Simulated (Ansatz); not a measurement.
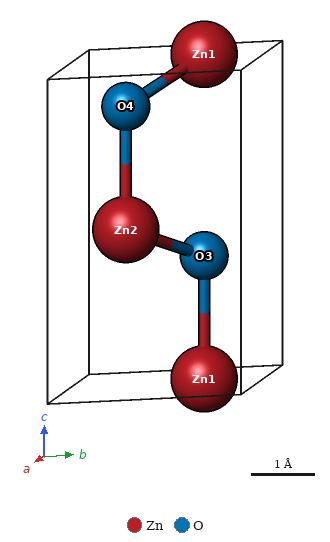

The input geometry (ball-and-stick view of the cell of the calculation, seen slightly off an axis; atoms are numbered from 1 in the order of the input).

# Band-structure calculation of ZnO (part 1 of 2)

The run: band-structure calculation of ZnO (4 atoms in the cell). Method and program: DFT, r2SCANh, plane waves, PAW, no spin polarisation (Ansatz 0.2.0).

The structure was built on a prototype by a generator. The geometry comes from this level: r2SCAN. Figures and captions count atoms from 1; the log counts them from 0 in places.

What the program printed
```
Warning: output.stress: scf.convergence.dr2_threshold = 1e-7 eV (the SCF's general default) is looser than the 4e-10 eV advised for a printed stress (1e-10 eV for each atom of the cell: 4). What an SCF threshold leaves in a stress goes as its square root, and in the free energy as the threshold itself, and one threshold admits the most on a small cell: of the crystals measured, under no hybrid functional and no lock of the moments, on runs that ended without the residual-converged pass, on stresses that held no estimate of that error, the worst erred by over 100 MPa in a component at 1e-7 eV an atom and by under 5 at 1e-10. Set scf.convergence.dr2_threshold to 4e-10 eV or tighter. The threshold is an SCF's pass mark: one that does not reach it within its budget of iterations ends unconverged, or closes short of it on a stop that the run arms, and scf.convergence.dr2_threshold's page says what that costs each kind of run
Warning: output.stress: scf.exx.energy_threshold = 1e-6 eV is looser than the 4e-8 eV advised for a stress under a hybrid functional (1e-8 eV for each atom of the cell: 4). Every SCF of the exchange loop can meet its threshold on dr2 while the loop round them stops early: no threshold on dr2 bounds what that leaves in the stress. Set scf.exx.energy_threshold to 4e-8 eV or tighter. The threshold is the loop's pass mark: a loop that does not reach it within its budget of cycles ends unconverged, and scf.exx.energy_threshold's page has the law
scf.n_extra_bands = 5 over 18 filled bands (N_el = 36.0): the run solves 23 bands
Engine: ansatz 0.2.0, aarch64-unknown-linux-gnu
Pseudopotentials: kind: paw
Pseudopotential: Zn, paw, valence charge 12, recommended cutoff 500 eV (meta_gga), Zn.paw.azcp
Pseudopotential: O, paw, valence charge 6, recommended cutoff 500 eV (meta_gga), O.paw.azcp
Functional definition: r2SCANh
  parameter a = 0.1
  parameter k0 = 0.174
  parameter k1 = 0.065
  parameter a1 = 4.9479
  exchange = (1 - a)*r2scan_x(k0 = k0, k1 = k1, a1 = a1) + a*exact_x
  correlation = r2scan_c
davidson cushion auto → on  (no smearing: the cushion is to keep the highest requested band from converging to the state above it; pin scf.eigensolver.cushion to override)
Crystal: 4 atoms, lattice volume = 47.238 Å³
Basis set: ecut = 500 eV, 1165 PW (Γ), exchange–correlation on 96×96×160 points (64 copies of the dense FFT grid, shifted against one another)
Bands: 23, of which v1, the nominal top of the filled ones, is band 18 counted from 1 (17 counted from 0)
Symmetry: 12 space group operations
Space group: P63mc (ITA 186), of the structure as read, at distance tolerance 3.6e-5 Å
k-points: 21 of 144 (time reversal used)
Non-local potential: Zn, projectors of the file, l = 0: 2, l = 1: 2, l = 2: 3, l = 3: 1
Non-local potential: O, projectors of the file, l = 0: 2, l = 1: 2, l = 2: 1
PAW form: soft (Blöchl's): semilocal exchange-correlation on the pseudo side does not see the compensation charge
PAW frozen core: Zn, regenerated for the run's functional, and the local potential with it (the file was generated under x = pbe(κ = 0.804, μ = 0.2195149727645171), c = pbe(β = 0.06672455060314922))
PAW frozen core: O, regenerated for the run's functional, and the local potential with it (the file was generated under x = pbe(κ = 0.804, μ = 0.2195149727645171), c = pbe(β = 0.06672455060314922))
PAW one-centre angular grid: Zn, 590 points (default); XC on 261 of its mesh's 2673 points in the sphere
PAW one-centre angular grid: O, 302 points (default); XC on 160 Gauss nodes
Initial density: superposition of atomic densities (neutral atoms: chi_scale 0, normalization atom), corrected by the library's trained network
Initial wavefunctions: pseudopotential atomic-orbital guess
Functional: x = r2scan, c = r2scan; τ floored in thin density (d = 2e-4 eV/Å³), warm-up for x = 0.9 r2scan + 0.1 exact, c = r2scan; τ floored in thin density (d = 2e-4 eV/Å³)
SCF iter   1: F=—  HF=-7789.838882 eV  |F-HF|=—  |Δ(HF+E_count)|=         —  Δρ=2.08e-2  dr2=1.00e-1  dr2_τ=1.01e-1  ethr=1.77e-3  ⟨swp⟩=9.1  Hψ=2506  notcnv=0
preconditioner: auto → none  [insulator: Δε(μ)=1.388 eV  Ē_g=14.510 eV  n_scr=22 (ndim 8)  ℏωp=32.4 eV  f_vac=0.033]
iter 2 solved again at ethr=1.79e-5 eV; its pass at ethr=2.78e-4 eV (dr2=6.43e-3 eV) is discarded
SCF iter   2: F=—  HF=-7789.861781 eV  |F-HF|=—  |Δ(HF+E_count)|=   2.29e-2  Δρ=4.40e-3  dr2=6.45e-3  dr2_τ=7.67e-4  ethr=1.79e-5  ⟨swp⟩=2.1  Hψ=2748  notcnv=0
SCF iter   3: F=—  HF=-7789.856783 eV  |F-HF|=—  |Δ(HF+E_count)|=   5.00e-3  Δρ=4.07e-3  dr2=2.76e-3  dr2_τ=1.88e-4  ethr=1.79e-5  ⟨swp⟩=4.0  Hψ=1828  notcnv=0
SCF iter   4: F=—  HF=-7789.857040 eV  |F-HF|=—  |Δ(HF+E_count)|=   2.57e-4  Δρ=1.67e-3  dr2=1.10e-3  dr2_τ=1.31e-4  ethr=7.68e-6  ⟨swp⟩=3.0  Hψ=1145  notcnv=0
SCF iter   5: F=-7789.856807 eV  HF=-7789.856813 eV  |F-HF|=5.24e-6  |Δ(HF+E_count)|=   2.27e-4  Δρ=1.27e-4  dr2=7.41e-6  dr2_τ=8.27e-7  ethr=3.06e-6  ⟨swp⟩=3.0  Hψ=1210  notcnv=0
SCF 1 stopped early in 5 iterations: F = -7789.856807 eV  dr2 = 7.41e-6
  greatest PAW one-centre occupation: 0.987 electrons in one spin orbital (limit 2), on the Zn atom at site 0 (counted from 0), in its partial waves of l = 2
Initial density: handed on by an earlier stage of this run
Initial wavefunctions: those handed on with the density
Functional: x = 0.9 r2scan + 0.1 exact, c = r2scan; τ floored in thin density (d = 2e-4 eV/Å³)
Frozen-core exchange: fock
SCF iter   1: F=—  HF=-7788.400709 eV  |F-HF|=—  |Δ(HF+E_count)|=         —  Δρ=8.12e-3  dr2=1.73e-2  dr2_τ=4.03e-5  ethr=2.06e-7  ⟨swp⟩=7.4  Hψ=2670  notcnv=0
preconditioner: auto → none  [insulator: Δε(μ)=2.179 eV  Ē_g=15.688 eV  n_scr=22 (ndim 8)  ℏωp=32.4 eV  f_vac=0.035]
SCF iter   2: F=—  HF=-7788.395703 eV  |F-HF|=—  |Δ(HF+E_count)|=   5.01e-3  Δρ=9.58e-4  dr2=4.85e-4  dr2_τ=2.17e-5  ethr=2.06e-7  ⟨swp⟩=4.4  Hψ=2040  notcnv=0
SCF iter   3: F=—  HF=-7788.397085 eV  |F-HF|=—  |Δ(HF+E_count)|=   1.38e-3  Δρ=6.25e-4  dr2=1.12e-4  dr2_τ=1.21e-5  ethr=2.06e-7  ⟨swp⟩=4.0  Hψ=1485  notcnv=0
SCF iter   4: F=—  HF=-7788.397074 eV  |F-HF|=—  |Δ(HF+E_count)|=   1.14e-5  Δρ=2.52e-4  dr2=3.47e-5  dr2_τ=2.01e-6  ethr=2.06e-7  ⟨swp⟩=3.4  Hψ=1362  notcnv=0
SCF iter   5: F=—  HF=-7788.397067 eV  |F-HF|=—  |Δ(HF+E_count)|=   6.68e-6  Δρ=1.26e-4  dr2=1.19e-5  dr2_τ=2.41e-7  ethr=8.88e-8  ⟨swp⟩=2.0  Hψ=1071  notcnv=0
SCF iter   6: F=—  HF=-7788.397065 eV  |F-HF|=—  |Δ(HF+E_count)|=   2.54e-6  Δρ=1.54e-5  dr2=1.83e-6  dr2_τ=2.81e-9  ethr=2.54e-8  ⟨swp⟩=3.0  Hψ=1252  notcnv=0
SCF iter   7: F=—  HF=-7788.397080 eV  |F-HF|=—  |Δ(HF+E_count)|=   1.54e-5  Δρ=7.49e-5  dr2=2.45e-6  dr2_τ=1.88e-7  ethr=1.63e-10  ⟨swp⟩=4.2  Hψ=2007  notcnv=0
SCF iter   8: F=-7788.397079 eV  HF=-7788.397079 eV  |F-HF|=3.38e-9  |Δ(HF+E_count)|=   6.98e-7  Δρ=5.84e-6  dr2=3.88e-8  dr2_τ=2.09e-10  ethr=1.63e-10  ⟨swp⟩=4.0  Hψ=1878  notcnv=0
SCF 2 converged in 8 iterations: F = -7788.397079 eV  dr2 = 3.88e-8
  Residual-converged pass: ⟨swp⟩=2.9  Hψ=920  notcnv=0  max |occ|·‖R‖ = 6.6e-6 eV (tolerance 6.7e-6 eV)  dr2=3.87e-8  dr2_τ=2.09e-10  dr2_onsite=3.31e-9  max |Δocc| = 0.0e0
  greatest PAW one-centre occupation: 0.988 electrons in one spin orbital (limit 2), on the Zn atom at site 0 (counted from 0), in its partial waves of l = 2
hybrid outer 1: dexx = +1.327e-3 eV, tail = 1.46e-6 eV
Frozen-core exchange: fock
SCF iter   1: F=—  HF=-7788.397031 eV  |F-HF|=—  |Δ(HF+E_count)|=         —  Δρ=1.83e-5  dr2=9.51e-8  dr2_τ=2.96e-9  ethr=2.03e-8  ⟨swp⟩=3.1  Hψ=1159  notcnv=0
preconditioner: auto → none  [insulator: Δε(μ)=2.142 eV  Ē_g=15.610 eV  n_scr=22 (ndim 8)  ℏωp=32.4 eV  f_vac=0.041]
SCF iter   2: F=—  HF=-7788.397031 eV  |F-HF|=—  |Δ(HF+E_count)|=   2.78e-8  Δρ=2.26e-6  dr2=3.20e-9  dr2_τ=3.91e-10  ethr=2.35e-10  ⟨swp⟩=4.0  Hψ=1809  notcnv=0
SCF iter   3: F=-7788.397031 eV  HF=-7788.397031 eV  |F-HF|=2.08e-9  |Δ(HF+E_count)|=   2.01e-8  Δρ=2.23e-6  dr2=1.54e-9  dr2_τ=3.30e-10  ethr=3.31e-12  ⟨swp⟩=4.1  Hψ=1965  notcnv=0
SCF 3 converged in 3 iterations: F = -7788.397031 eV  dr2 = 1.54e-9
  Residual-converged pass: ⟨swp⟩=2.1  Hψ=957  notcnv=0  max |occ|·‖R‖ = 6.2e-7 eV (tolerance 6.3e-7 eV)  dr2=1.54e-9  dr2_τ=3.30e-10  dr2_onsite=1.56e-9  max |Δocc| = 0.0e0
```

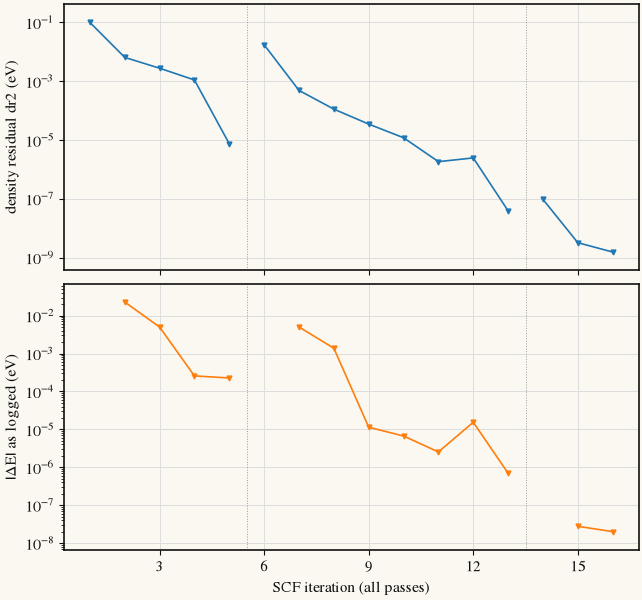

Convergence of the self-consistent field: density residual dr2 and size of the energy change against the SCF iteration. The run starts with a semilocal functional; after that each stretch between dotted lines is one SCF of the hybrid functional between two exact rebuilds of the exchange operator by the outer loop. Early passes are stopped at a loose threshold. The passes take 5, 8 and 3 iterations.

```
hybrid outer 2: dexx = +1.875e-8 eV, tail = 6.93e-9 eV, Δε = 6.16e-4 eV (about 5.34e-5 eV left of the loop's levels), ΔF = 1.20e-4 eV/Å (tail 2.14e-4)
NSCF: frozen V_eff on 6 k-points
hybrid SCF converged: 2 outer / 11 inner (+5 warm-up), last move |dexx| = 1.88e-8 eV, tail = 6.93e-9 eV
Stability not checked: this state was not tested for a lower state beside it, because the functional holds exact exchange (a hybrid, or Hartree-Fock), whose exchange loop this test does not read (fock_operator; see scf.lower_state_search)
Free energy (F): -7788.397031 eV
Frozen-core exchange: fock
Harris-Foulkes:  -7788.397031 eV  (|F-HF|=2.08e-9)
Internal energy: -7788.397031 eV  (E = F + TS)
E sigma→0 (E₀):  -7788.397031 eV
Fermi energy:    6.333879 eV
--- Per-component energies (eV) ---
  E_band       = 16.430021
  E_kinetic    = 613.184508
  E_local      = -4012.491307  (includes V_loc(G=0)·N_el)
  E_nonlocal   = 1344.638498
  E_hartree    = 1659.267760
  E_xc         = -356.858933
  E_vxc        = -285.239098  (∫ρ·V_xc dr)
  E_exx        = -55.091018  (= α·E_x^exact, valence–valence)
  E_paw        = -4010.856898  (= ΣΔE_a)
  E_vpaw       = -868.463827  (= ΣTr[D̂ρ^β])
  E_aug_tail   = 0.001862  (compensation charges beyond the density's cutoff)
  E_vtau       = 16.444678  (kinetic-family band-sum trace: ∫τ·v_τ [+ j·A + Jᵃ·Aᵃ] dr)
  E_ewald      = -2970.264323
  E_core_change = 0.072821  (= ΣΔE_core)
  E_smearing   = -0.000000  (= −TS)
  E_closure    = -0.000000  (closes the sum)
  Σ components = -7788.397031   (vs F -7788.397031, Δ=0.00e0)
--- Forces (eV/Å), atoms counted from 1 ---
  atom   1  Zn    -0.00000000     0.00000000    -0.00315082
  atom   2  Zn     0.00000000    -0.00000000    -0.00315082
  atom   3  O      0.00000000    -0.00000000     0.00307803
  atom   4  O     -0.00000000     0.00000000     0.00307803
  max |Σ_I F_I| component: 1.46e-4 eV/Å
--- Stress (GPa, compression-positive) ---
       -0.839578      -0.000000      -0.000000
       -0.000000      -0.839578      -0.000000
       -0.000000       0.000000      -0.979955
  P = ⅓ Tr σ = -0.8864 GPa (-8.864 kbar)
--- Band table (eV; the first three rows and the last of 21) ---
  k-point 0: bands = ["-13.2051", "-12.4895", "0.1065", "0.1065", "0.1566", "0.3120", "0.3120", "0.5266", "1.2883", "1.2883", "1.4919", "1.4919", "1.8174", "5.4931", "5.4931", "6.2464", "6.3339", "6.3339", "8.4765", "13.2492", "16.2313", "21.1696", "21.1696"]
  k-point 1: bands = ["-13.1047", "-12.5989", "0.0810", "0.1245", "0.1245", "0.1986", "0.2686", "0.2686", "1.3280", "1.3280", "1.4731", "1.4731", "2.5972", "5.3457", "5.6183", "5.6183", "6.2126", "6.2126", "9.5500", "12.6508", "16.7606", "20.5443", "21.1845"]
  k-point 2: bands = ["-12.8563", "-12.8563", "0.0049", "0.0049", "0.1841", "0.1841", "0.1841", "0.1841", "1.4107", "1.4107", "1.4107", "1.4107", "3.9572", "3.9572", "5.9175", "5.9175", "5.9175", "5.9175", "11.2357", "11.2357", "18.2396", "18.2396", "21.4606"]
  k-point 20: bands = ["-12.3526", "-12.3526", "0.2268", "0.2268", "0.3850", "0.3850", "0.9467", "0.9467", "1.2938", "1.2938", "1.8144", "1.8144", "2.3501", "2.3501", "3.4659", "3.4659", "5.0223", "5.0223", "15.8356", "15.8356", "16.1044", "16.1044", "17.1199"]
```

File bands.tsv
```
# k_distance	band_0	band_1	band_2	band_3	band_4	band_5	band_6	band_7	band_8	band_9	band_10	band_11	band_12	band_13	band_14	band_15	band_16	band_17	band_18	band_19	band_20	band_21	band_22
# fermi_ev = 6.333879
# lock_threshold_ev = 1e-6
# [0, 0, 0] at k_distance = 0.000000
# [0.5, 0, 0] at k_distance = 1.121242
# [0.3333333333, 0.3333333333, 0] at k_distance = 1.768591
# [0, 0, 0.5] at k_distance = 3.196775
# [0.5, 0, 0.5] at k_distance = 4.318017
# [0.3333333333, 0.3333333333, 0.5] at k_distance = 4.965366
# levels_relative_to = fermi_ev
# free_energy_ev = -7788.397031
# largest_residual_norms_ev = 3.553e-4 3.446e-4 2.441e-3 2.444e-3 8.836e-4 5.698e-4 1.578e-3 1.689e-3 1.249e-3 1.272e-3 8.662e-4 8.664e-4 5.543e-4 5.567e-4 4.637e-4 6.117e-4 5.052e-4 5.058e-4 2.642e-4 1.325e-3 7.447e-4 8.990e-4 9.495e-4
```
